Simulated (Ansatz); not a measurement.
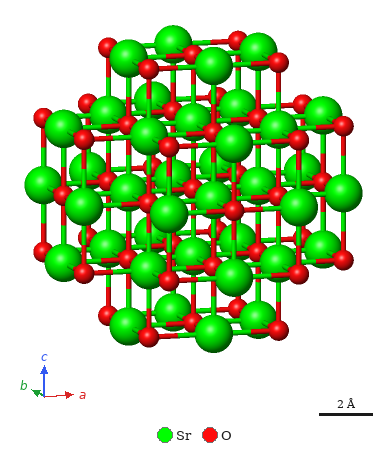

Starting structure of solid SrO (set up in Fm-3m). A ball-and-stick model of the conventional cell (4 times the calculation's cell), seen slightly off an axis. Lengths and directions refer to the drawn axes.

All numbers below come from DFT PBE, scalar-relativistic, plane waves, PAW (Ansatz 0.2.0).

Input
```yaml
crystal:
  lattice:
    - [0.0, 2.5698, 2.5698]
    - [2.5698, 0.0, 2.5698]
    - [2.5698, 2.5698, 0.0]
  atoms:
    - { symbol: Sr, position: [0.0, 0.0, 0.0] }
    - { symbol: O, position: [0.5, 0.5, 0.5] }
basis:
  ecutwfc: 420
kpoints:
  mp_grid: { grid: [8, 8, 8] }
hamiltonian:
  xc: pbe
scf:
  occupations: { method: gaussian, width: 0.02 }
output:
  forces: true
  stress: true
  eigenvalues: true
  write_density: true
  write_potential: true
  elf: true
  volumetric_format: npy
relax:
  adjacent_minimum: "off"
  f_tol: 0.005
  max_steps: 80
  cell: { stress_tol: 0.05 }
```

Launched with:
```bash
ansatz run input.yaml --threads 1 --pin off --max-ram 1228MiB --backend cpu --events-out ev --progress --plain --runs-dir out
```

Q: What does the optimiser find from here?

A: The atoms keep their places relative to the cell (all moves are under 0.005 Å). The volume changes by +3.3 %, with a = b = c 5.140 → 5.195 Å (+1.1 %). Among the contacts that change: Sr1–O2 2.570 → 2.597 Å. The space group stays Fm-3m (No. 225). The energy falls by 4.9 meV per atom in 4 accepted moves (6 points after the start). All forces vanish by symmetry, so only the cell relaxes. Pressure: 2.92 GPa at the start and 0.01 GPa at the end. The SCF was repeated twice at an unchanged geometry on a basis and grid sized afresh for the cell, which shifted the energy by 1.3 meV per atom at most. Cost: 6.8 s on 1 thread of Arm Neoverse V2, on a shared host, peak memory 0.28 GiB.

History of the run:

```csv
step,"E − E(0), meV/atom","pressure, GPa","volume, Å³/atom",note
0,0.00,2.92,16.971,
1,2.03,-2.56,18.032,
2,-3.44,-0.12,17.521,
3,-3.51,0.01,17.496,
4,-4.84,0.14,17.496,"same geometry, new basis"
5,-4.79,0.01,17.523,
6,-4.89,0.01,17.523,"same geometry, new basis"
```

The end point in the same view:

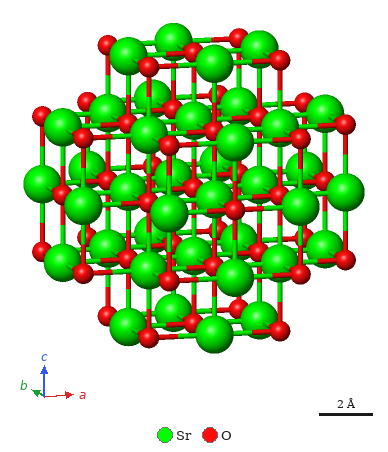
